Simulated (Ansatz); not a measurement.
# AlGa$_{3}$As$_{4}$: what the fields show

Input

```
crystal:
  lattice:
    - [4.07350021, 0.0, 0.0]
    - [0.0, 4.07350021, 0.0]
    - [0.0, 0.0, 11.3510136064]
  atoms:
    - { symbol: Al, position: [0.5, 0.5, 0.5] }
    - { symbol: Ga, position: [0.0, 0.0, 0.7496575551] }
    - { symbol: Ga, position: [0.5, 0.5, 0.0] }
    - { symbol: Ga, position: [0.0, 0.0, 0.2503424449] }
    - { symbol: As, position: [0.5, 0.0, 0.8748864598] }
    - { symbol: As, position: [0.0, 0.5, 0.1251135402] }
    - { symbol: As, position: [0.5, 0.0, 0.3761248823] }
    - { symbol: As, position: [0.0, 0.5, 0.6238751177] }
basis:
  ecutwfc: 420
kpoints:
  mp_grid: { grid: [10, 10, 4] }
hamiltonian:
  xc: pbe
scf:
  occupations: { method: gaussian, width: 0.02 }
output:
  forces: true
  stress: true
  eigenvalues: true
  write_density: true
  write_potential: true
  elf: true
  volumetric_format: npy
relax:
  adjacent_minimum: "off"
  f_tol: 0.01
  max_steps: 80
  cell: { stress_tol: 0.05 }
```

Run with:

```sh
ansatz run input.yaml --threads 1 --pin off --max-ram 2560MiB --backend cpu --events-out ev --progress --plain --runs-dir out
```

Below, planes, directions and counts refer to the conventional cell (a = 4.06 Å, b = 4.06 Å, c = 11.48 Å, α = 90.00°, β = 90.00°, γ = 90.00°).

The fields are those of the run's last geometry, not of the input's.

Space group P-4m2; a structure generated by program, which may or may not match a known phase.

The calculation used DFT PBE, scalar-relativistic, plane waves, PAW in Ansatz 0.2.0.

In a PAW calculation such maps are meaningful between the atoms, not at the nuclei.

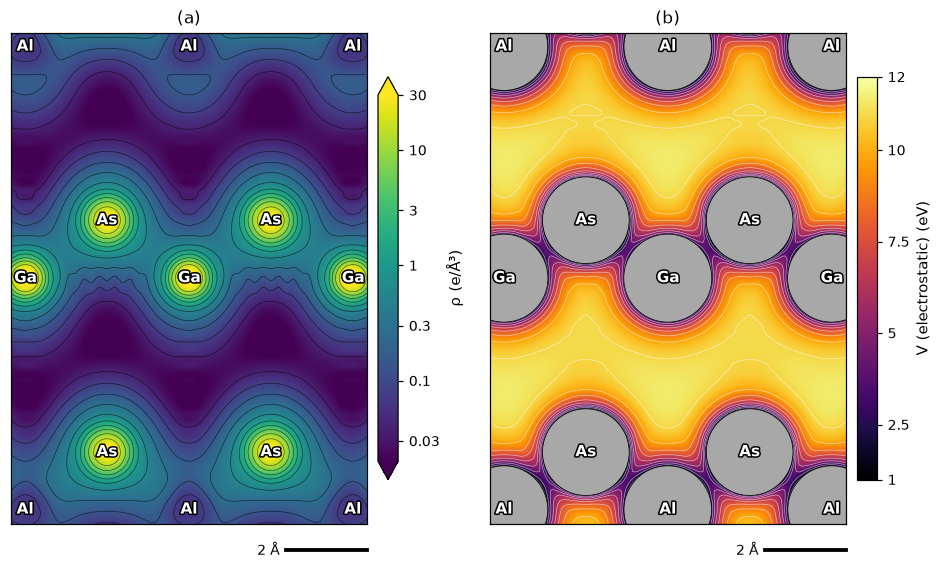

Figure 1. (a) valence pseudo-density; (b) electrostatic potential (local pseudopotential plus Hartree) felt by an electron on the (010) plane of the conventional cell. Grey discs cover the atomic cores in the potential map.

**What does the map show?**

- The plane passes through Al, Ga and As nuclei.
- Al–As (2.48 Å): ρ is about 0.47 e/Å³ halfway.
- Ga–As (2.49 Å): ρ at the midpoint is about 0.47 e/Å³.
- Between the atoms the lowest density in this plane is 0.01 e/Å³.
- Outside the cores the potential energy rises away from the atoms and is highest about 2.5 Å from the nearest atoms; its zero is arbitrary.

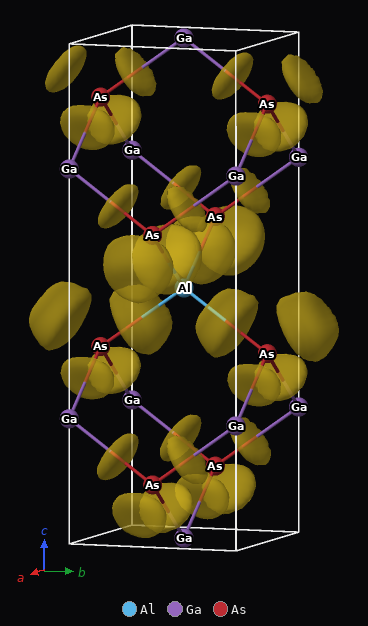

Figure 2. Isosurface of the ELF at 0.7 (yellow), seen slightly off an axis. Core shells and regions of very low density are left out. Sticks mark near contacts.

**Identify the bonds, lone pairs and shells in this picture.**

At this value the surface marks out four regions between bonded Al–As atoms (shared pairs) and twelve regions between bonded As–Ga atoms (shared pairs), counted in one cell of 8 atoms. Regions shared between cells count once.


Al–As (2.48 Å): the ELF peaks at about 0.95 between the atoms, as expected for localised, covalent bonding. Ga–As (2.49 Å): the ELF peaks at about 0.80 between the atoms, as expected for a covalent bond.

**Metal or insulator at this level of theory?**

It is gapped, with a Kohn–Sham gap of 0.52 eV on the k-point mesh, an upper bound to the gap of this method.
